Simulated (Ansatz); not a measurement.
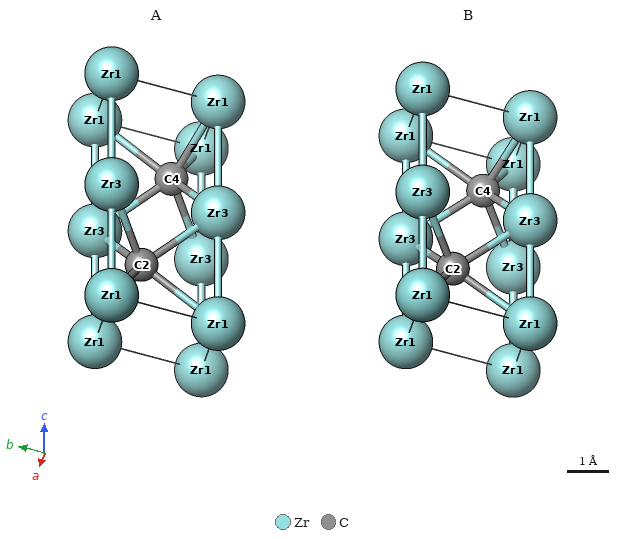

Two geometries of crystalline ZrC (a generated structure, set up in P6_3/mmc), drawn at one scale. One is the start of a relaxation, the other its converged end. Style: ball-and-stick. Shown: the cell of the calculation, from a free direction.

These are results of Ansatz, DFT PBE, scalar-relativistic, plane waves, PAW, not measurements. (plane-wave cutoff 420 eV; k-point mesh 12 × 12 × 9; occupations gaussian; smearing width 0.1 eV; no spin polarisation; cell and atoms relaxed; force threshold 0.01 eV/Å; at most 45 steps)

Which one is relaxed?

Structure A is the relaxed one. Case: stacking AA. No atom moves by more than 0.005 Å relative to the cell. Cell: a = b 3.330 → 3.301 Å (−0.9 %), c 5.436 → 5.845 Å (+7.5 %). Volume +5.7 %. Near-neighbour distances that change, for instance: Zr1–Zr3 2.718 → 2.922 Å, C2–Zr3 2.355 → 2.402 Å, Zr1–Zr1 3.330 → 3.301 Å. Bond angles that change, for instance: Zr1–C2–Zr3 70.5° → 74.9°, Zr1–C2–Zr1 90.0° → 86.8°. The space group stays P6_3/mmc (No. 194). Over 5 accepted moves (7 points after the start) the energy falls by 117 meV per atom. All forces vanish by symmetry, so only the cell relaxes. Pressure: 13.86 GPa at the start and 0.00 GPa at the end. At 2 points the geometry stayed and the basis and grid were re-selected for the new cell (energy shift of 1.8 meV per atom at most each time). The run took 44 s on 1 thread of Arm Neoverse V1, with other jobs on the host, peak memory 0.39 GiB.
